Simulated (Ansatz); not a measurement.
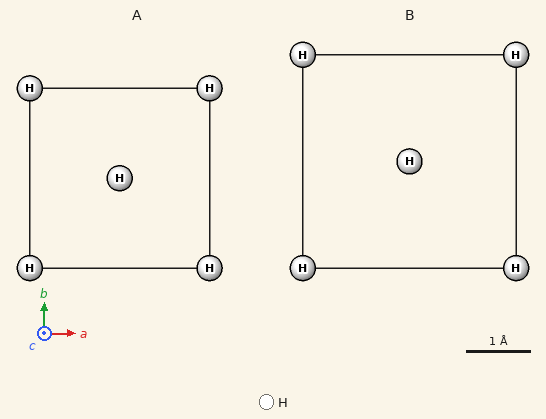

Two geometries of solid H (set up in I4/mmm) (coarse preliminary run), drawn at one scale. One is the start of a relaxation, the other its converged end. A ball-and-stick model of the conventional cell (2 times the calculation's cell), seen along the c axis. Lengths and directions refer to the drawn axes.

These are results of DFT LDA, scalar-relativistic, plane waves, PAW (Ansatz 0.2.0), not measurements. Settings: plane-wave cutoff 420 eV; k-point mesh 8 × 8 × 8; occupations gaussian; smearing width 0.1 eV; no spin polarisation; cell and atoms relaxed; force threshold 0.05 eV/Å; at most 80 steps.

**Which of the two is the end point?**

Structure A is the relaxed one. The largest moves relative to the cell, 0.034 Å, are those of H atoms. The volume changes by −32.8 %, with a = b 3.383 → 2.850 Å (−15.8 %), c 4.117 → 3.900 Å (−5.3 %). Some distances before and after: H–H 0.742 → 0.771 Å. The space group stays I4/mmm (No. 139). The energy falls by 21.8 meV per atom in 6 accepted moves (7 points after the start). Largest force component: 0.96 eV/Å at the start, 0.018 eV/Å at the end. The pressure goes from 0.93 to −0.12 GPa. The SCF was repeated once at an unchanged geometry on a basis and grid sized afresh for the cell, which shifted the energy by 1.8 meV per atom at most. The run took roughly 4 core-seconds on a shared host.
